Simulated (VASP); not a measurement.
# Run report: GaN, single-point calculation (part 2 of 2)

The same run, continued: GaN (slab, 8 atoms in the cell); Kohn-Sham DFT of a periodic cell, PBEsol, VASP PAW PBE potentials, recommended, no spin polarisation (VASP 6.6.1); cutoff 520 eV, 8×5×1 k-mesh, Gaussian smearing of 0.03 eV. The structure derives from an entry of the Crystallography Open Database.

**Parts of OUTCAR, continued**
```
 k-point     2 :       0.1250    0.0000    0.0000
  band No.  band energies     occupation
      1     -17.9615      2.00000
      2     -17.5903      2.00000
      3     -16.6641      2.00000
      4     -16.6571      2.00000
      5     -16.1912      2.00000
      6     -16.1876      2.00000
      7     -16.0684      2.00000
      8     -16.0633      2.00000
      9     -16.0133      2.00000
     10     -16.0115      2.00000
     11     -15.9430      2.00000
     12     -15.9413      2.00000
     13     -15.7010      2.00000
     14     -15.6238      2.00000
     15     -15.2234      2.00000
     16     -15.2218      2.00000
     17     -15.1853      2.00000
     18     -15.1480      2.00000
     19     -15.0879      2.00000
     20     -15.0684      2.00000
     21     -15.0484      2.00000
     22     -14.4566      2.00000
     23     -13.6884      2.00000
     24     -13.1289      2.00000
     25      -8.6582      2.00000
     26      -8.1195      2.00000
     27      -6.4313      2.00000
     28      -6.2275      2.00000
     29      -5.3697      2.00000
     30      -4.6401      2.00000
     31      -3.8789      2.00000
     32      -3.0627      2.00000
     33      -2.9322      2.00000
     34      -2.8166      2.00000
     35      -2.8089      2.00000
     36      -2.0196      2.00000
     37      -1.0548      0.00000
     38      -0.0294      0.00000
     39       2.8246      0.00000
     40       3.1106      0.00000
     41       3.2731      0.00000
     42       3.8101      0.00000
     43       4.1134      0.00000
     44       4.1718      0.00000
     45       4.6916      0.00000
     46       4.9731      0.00000

 k-point     3 :       0.2500    0.0000    0.0000
  band No.  band energies     occupation
      1     -17.8185      2.00000
      2     -17.5253      2.00000
      3     -16.6181      2.00000
      4     -16.6173      2.00000
      5     -16.1837      2.00000
      6     -16.1810      2.00000
      7     -16.0392      2.00000
      8     -16.0387      2.00000
      9     -16.0272      2.00000
     10     -16.0216      2.00000
     11     -15.8511      2.00000
     12     -15.7975      2.00000
     13     -15.6485      2.00000
     14     -15.6054      2.00000
     15     -15.2417      2.00000
     16     -15.2190      2.00000
     17     -15.1297      2.00000
     18     -15.1280      2.00000
     19     -15.1037      2.00000
     20     -15.0666      2.00000
     21     -15.0439      2.00000
     22     -14.2031      2.00000
     23     -13.4640      2.00000
     24     -13.0577      2.00000
     25      -8.2539      2.00000
     26      -7.8386      2.00000
     27      -6.6194      2.00000
     28      -6.5378      2.00000
     29      -5.9470      2.00000
     30      -5.9359      2.00000
     31      -4.3875      2.00000
     32      -3.9739      2.00000
     33      -3.6820      2.00000
     34      -3.2760      2.00000
     35      -2.7684      2.00000
     36      -2.1151      2.00000
     37      -0.4593      0.00000
     38      -0.0924      0.00000
     39       3.4484      0.00000
     40       3.6235      0.00000
     41       3.8152      0.00000
     42       3.9305      0.00000
     43       4.5529      0.00000
     44       4.8281      0.00000
     45       5.4829      0.00000
     46       5.7186      0.00000

 k-point     4 :       0.3750    0.0000    0.0000
  band No.  band energies     occupation
      1     -17.7048      2.00000
      2     -17.4791      2.00000
      3     -16.5895      2.00000
      4     -16.5841      2.00000
      5     -16.1588      2.00000
      6     -16.1519      2.00000
      7     -16.0743      2.00000
      8     -16.0728      2.00000
      9     -15.9969      2.00000
     10     -15.9919      2.00000
     11     -15.7403      2.00000
     12     -15.6273      2.00000
     13     -15.6178      2.00000
     14     -15.6084      2.00000
     15     -15.2264      2.00000
     16     -15.2147      2.00000
     17     -15.1644      2.00000
     18     -15.1201      2.00000
     19     -15.0534      2.00000
     20     -15.0337      2.00000
     21     -14.7622      2.00000
     22     -13.8513      2.00000
     23     -13.2302      2.00000
     24     -13.2257      2.00000
     25      -7.9263      2.00000
     26      -7.9117      2.00000
     27      -7.2898      2.00000
     28      -6.8603      2.00000
     29      -6.7018      2.00000
     30      -5.5515      2.00000
     31      -5.3601      2.00000
     32      -4.4951      2.00000
     33      -4.0168      2.00000
     34      -3.8271      2.00000
     35      -2.5194      2.00000
     36      -2.4267      2.00000
     37      -0.2102      0.00000
     38       0.1256      0.00000
     39       3.4164      0.00000
     40       3.6111      0.00000
     41       3.9015      0.00000
     42       4.3884      0.00000
     43       5.1366      0.00000
     44       5.1884      0.00000
     45       5.5056      0.00000
     46       5.8226      0.00000

 k-point     5 :       0.5000    0.0000    0.0000
  band No.  band energies     occupation
      1     -17.6670      2.00000
      2     -17.4650      2.00000
      3     -16.5810      2.00000
      4     -16.5734      2.00000
      5     -16.1445      2.00000
      6     -16.1352      2.00000
      7     -16.0933      2.00000
      8     -16.0899      2.00000
      9     -15.9846      2.00000
     10     -15.9786      2.00000
     11     -15.6636      2.00000
     12     -15.6538      2.00000
     13     -15.6070      2.00000
     14     -15.5613      2.00000
     15     -15.2157      2.00000
     16     -15.2128      2.00000
     17     -15.1801      2.00000
     18     -15.1297      2.00000
     19     -15.0277      2.00000
     20     -15.0275      2.00000
     21     -14.3801      2.00000
     22     -13.6358      2.00000
     23     -13.5349      2.00000
     24     -13.1541      2.00000
     25      -8.0301      2.00000
     26      -7.8682      2.00000
     27      -7.8214      2.00000
     28      -6.8206      2.00000
     29      -6.6081      2.00000
     30      -5.7630      2.00000
     31      -5.1095      2.00000
     32      -4.9230      2.00000
     33      -4.4961      2.00000
     34      -3.7414      2.00000
     35      -2.6638      2.00000
     36      -2.3950      2.00000
     37      -0.2386      0.00000
     38       0.3898      0.00000
     39       3.0912      0.00000
     40       3.6170      0.00000
     41       3.9507      0.00000
     42       4.5883      0.00000
     43       4.7557      0.00000
     44       5.6567      0.00000
     45       5.9111      0.00000
     46       6.2508      0.00000

 [... the levels of 9 k-points are left out ...]

 k-point    15 :       0.5000    0.4000    0.0000
  band No.  band energies     occupation
      1     -17.5614      2.00000
      2     -17.4987      2.00000
      3     -16.5275      2.00000
      4     -16.5251      2.00000
      5     -16.1383      2.00000
      6     -16.1353      2.00000
      7     -16.1070      2.00000
      8     -16.1051      2.00000
      9     -15.9890      2.00000
     10     -15.9866      2.00000
     11     -15.6841      2.00000
     12     -15.6692      2.00000
     13     -15.5987      2.00000
     14     -15.5614      2.00000
     15     -15.2056      2.00000
     16     -15.2038      2.00000
     17     -15.1676      2.00000
     18     -15.1509      2.00000
     19     -15.0439      2.00000
     20     -15.0358      2.00000
     21     -14.2172      2.00000
     22     -13.9864      2.00000
     23     -13.3480      2.00000
     24     -13.2273      2.00000
     25      -8.6005      2.00000
     26      -8.5844      2.00000
     27      -8.2624      2.00000
     28      -7.9053      2.00000
     29      -5.2407      2.00000
     30      -4.8635      2.00000
     31      -4.2726      2.00000
     32      -4.2216      2.00000
     33      -3.9634      2.00000
     34      -3.7590      2.00000
     35      -2.3429      2.00000
     36      -2.2724      2.00000
     37      -0.1212      0.00000
     38       0.2317      0.00000
     39       2.5443      0.00000
     40       2.9053      0.00000
     41       3.6300      0.00000
     42       3.7270      0.00000
     43       5.3389      0.00000
     44       5.6144      0.00000
     45       6.0225      0.00000
     46       6.4530      0.00000

------------------------ aborting loop because EDIFF is reached ----------------------------------------

  FORCE on cell =-STRESS in cart. coord.  units (eV):
  Direction    XX          YY          ZZ          XY          YZ          ZX
  --------------------------------------------------------------------------------------
  -------------------------------------------------------------------------------------
  Total       -1.3696254     -6.9816104     -2.1305846      0.0000000      0.0000000      0.0000000
  in kB       -7.1294923    -36.3423014    -11.0906141      0.0000000      0.0000000      0.0000000
  external PRESSURE =     -18.1874693 kB  Pullay stress =       0.0000000 kB

 VOLUME and BASIS-vectors are now :
 -----------------------------------------------------------------------------
  energy-cutoff  :      520.00
  volume of cell :      307.79
      direct lattice vectors                 reciprocal lattice vectors
     3.180230030  0.000000000  0.000000000     0.314442663  0.000000000  0.000000000
     0.000000000  5.183217000  0.000000000     0.000000000  0.192930375  0.000000000
     0.000000000  0.000000000 18.672215140     0.000000000  0.000000000  0.053555510

 POSITION                                       TOTAL-FORCE (eV/Angst)
 -----------------------------------------------------------------------------------
      3.18023      0.00394      7.50000         0.000000     -1.827419      1.723921
      1.59012      2.59555      8.41806         0.000000      0.679251     -1.744747
      1.59011      0.00394     10.25416         0.000000      0.679251      1.744747
      0.00000      2.59555     11.17222         0.000000     -1.827419     -1.723921
      3.18023      3.23557      7.50000         0.000000      0.656276      0.555953
      1.59012      0.64396      8.41806         0.000000      0.491893     -1.687661
      1.59011      3.23557     10.25416         0.000000      0.491893      1.687661
      0.00000      0.64396     11.17222         0.000000      0.656276     -0.555953
 -----------------------------------------------------------------------------------
    total drift:                               -0.000023      0.000979      0.001585

  FREE ENERGIE OF THE ION-ELECTRON SYSTEM (eV)
  ---------------------------------------------------
  free  energy   TOTEN  =       -47.9863138256 eV

  energy  without entropy=      -47.9863138256  energy(sigma->0) =      -47.98631383

 vacuum level on the upper side and lower side of the slab         3.103         3.103
```

**CONTCAR**
```
GaN
   1.00000000000000
     3.1802300300000002    0.0000000000000000    0.0000000000000000
     0.0000000000000000    5.1832170000000000    0.0000000000000000
     0.0000000000000000    0.0000000000000000   18.6722151399999987
  Ga              N
     4     4
Direct
     0.9999994900000004    0.0007599999999996    0.4016663199999968
     0.5000004899999979    0.5007599999999996    0.4508332400000015
     0.4999994799999996    0.0007599999999996    0.5491667599999985
     0.0000004799999971    0.5007599999999996    0.5983336800000032
     0.9999994900000004    0.6242400000000004    0.4016663199999968
     0.5000004899999979    0.1242400000000004    0.4508332400000015
     0.4999994799999996    0.6242400000000004    0.5491667599999985
     0.0000004799999971    0.1242400000000004    0.5983336800000032

  0.00000000E+00  0.00000000E+00  0.00000000E+00
  0.00000000E+00  0.00000000E+00  0.00000000E+00
  0.00000000E+00  0.00000000E+00  0.00000000E+00
  0.00000000E+00  0.00000000E+00  0.00000000E+00
  0.00000000E+00  0.00000000E+00  0.00000000E+00
  0.00000000E+00  0.00000000E+00  0.00000000E+00
  0.00000000E+00  0.00000000E+00  0.00000000E+00
  0.00000000E+00  0.00000000E+00  0.00000000E+00
```

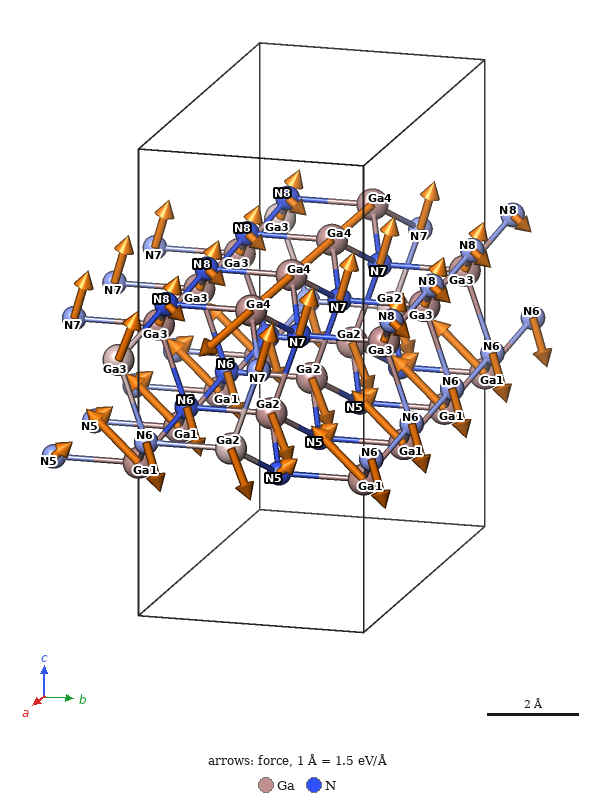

**Figure 1.** Forces on the atoms as orange arrows (ball-and-stick view of the 3 × 1 repeat of the cell, with the vacuum cut short, seen slightly off an axis; neighbours outside the cell are drawn fainter; atoms are numbered from 1 in the order of the input). The largest act on Ga1, Ga4 (2.51 eV/Å); Ga2, Ga3 (1.87 eV/Å); N6, N7 (1.76 eV/Å); N5, N8 (0.86 eV/Å). The geometry is not a stationary point of this energy.

This output came from the following input.

**INCAR**
```
SYSTEM = GaN
  PREC = Accurate
  ENCUT = 520
  EDIFF = 1E-6
  ISMEAR = 0
  SIGMA = 0.03
  LREAL = .False.
  LASPH = .True.
  NELM = 80
  ALGO = Normal
  ISIF = 2
  LWAVE = .False.
  LCHARG = .False.
  LDIPOL = .True.
  IDIPOL = 3
  DIPOL = 0.5 0.5 0.500
  GGA = PS
  NBANDS = 46
  LVHAR = .True.
  LVACPOTAV = .True.
  ICORELEVEL = 1
  KPAR = 4
```

**KPOINTS**
```
regular mesh
0
Gamma
  8 5 1
  0 0 0
```

**POSCAR**
```
GaN
1.0
    3.1802300300      0.0000000000      0.0000000000
    0.0000000000      5.1832170000      0.0000000000
    0.0000000000      0.0000000000     18.6722151400
Ga N
4 4
Direct
    0.9999994900      0.0007600000      0.4016663200
    0.5000004900      0.5007600000      0.4508332400
    0.4999994800      0.0007600000      0.5491667600
    0.0000004800      0.5007600000      0.5983336800
    0.9999994900      0.6242400000      0.4016663200
    0.5000004900      0.1242400000      0.4508332400
    0.4999994800      0.6242400000      0.5491667600
    0.0000004800      0.1242400000      0.5983336800
```

Command:
```bash
cat potpaw_PBE.64/Ga_d/POTCAR potpaw_PBE.64/N/POTCAR > POTCAR
mpirun -np 4 vasp_std > vasp.out
```

**Key numbers**

```csv
quantity,value
outcome,converged
electrons treated,72
free energy,−47.9863 eV
Fermi energy,−1.653 eV
gap on the k-point mesh,0.38 eV
largest force (length of the vector),2.512 eV/Å
hardware,"4 threads of Intel Xeon (Granite Rapids), 64 GiB of memory available, shared host"
wall time,1.7 min (CPU time 6.4 min)
peak memory,0.42 GiB
```
